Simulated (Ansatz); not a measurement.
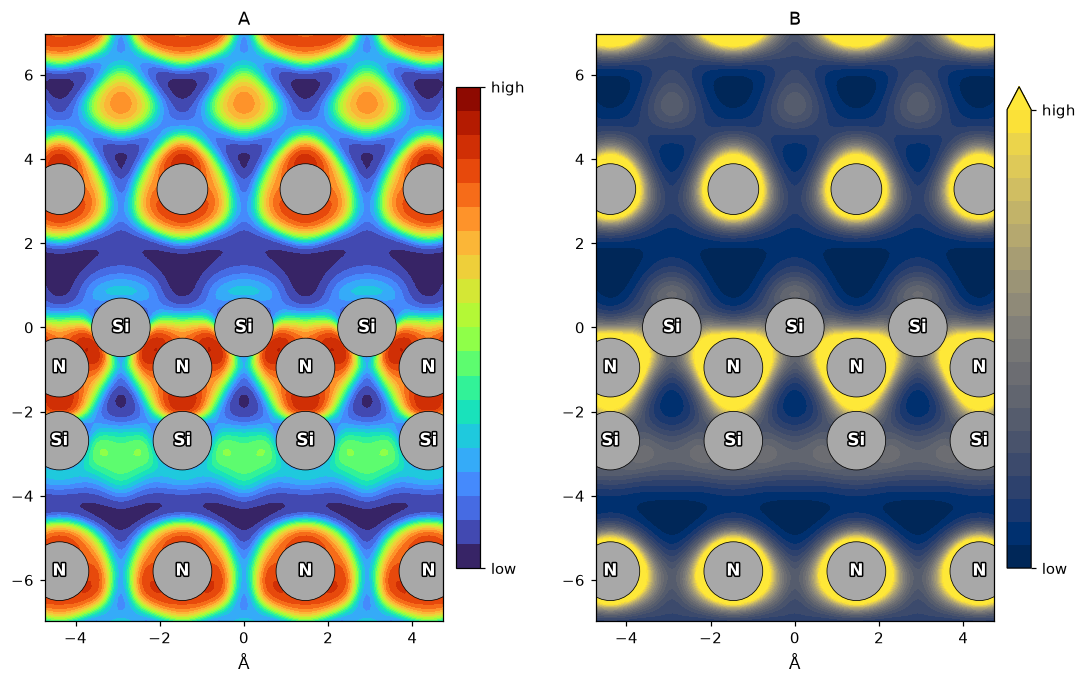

Si3N4: 2 fields on the (110) plane of the conventional cell, with unlabelled colour scales. Grey discs cover the atomic cores.

Space group P6₃/m.

Computed with Ansatz 0.2.0, DFT, PBE, plane-wave PAW, default files, scalar-relativistic, frozen cores.

Match the panels to the quantities (electron localisation function and valence pseudo-density).

Panel A: electron localisation function. Panel B: valence pseudo-density. From the grid: Si–N (1.75 Å): ρ at the midpoint is about 1.1 e/Å³; the ELF peaks at about 0.90 between the atoms: a polar covalent bond.
